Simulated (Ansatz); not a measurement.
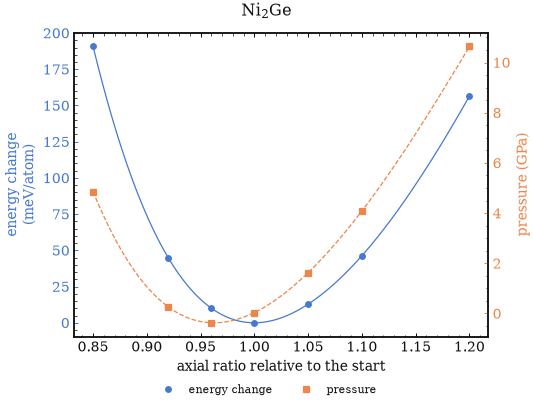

Plotted: energy change and pressure against relative axial ratio for Ni₂Ge, space group P6_3/mmc (No. 194).

Cell as given: a = 3.972 Å, b = 3.972 Å, c = 5.014 Å, α = 90.00°, β = 90.00°, γ = 120.00°; 6 atoms.

How it was computed, with Ansatz 0.2.0: deformation of a crystal at fixed volume, lengths along the axis scaled against those across it, fractional coordinates fixed, by plane-wave density functional theory with PAW datasets, free energies less that of the undisturbed cell, pressure positive in compression; scalar-relativistic. Level: PBEsol, no spin polarisation.

- wave cutoff: 420 eV
- k mesh: 18×18×10
- occupations: Gaussian
- smearing width: 0.15 eV
- k shift: (0, 0, 0) (mesh steps)
- start: relaxed
- path: axial
- axis direction: (0, 0, 1) (Cartesian unit vector)

The numbers behind the figure:

```
axial ratio relative to the start  energy change (meV/atom)  pressure (GPa)
                             0.85                       191             4.9
                             0.92                        45             0.3
                             0.96                        10            -0.4
                             1.00                         0             0.0
                             1.05                        13             1.6
                             1.10                        46             4.1
                             1.20                       156            10.6
```

Keep in mind: no spin polarisation, a magnetic state may lie lower; shape and atomic fractions are frozen while scaling, which makes layered, chain and framework solids too stiff.
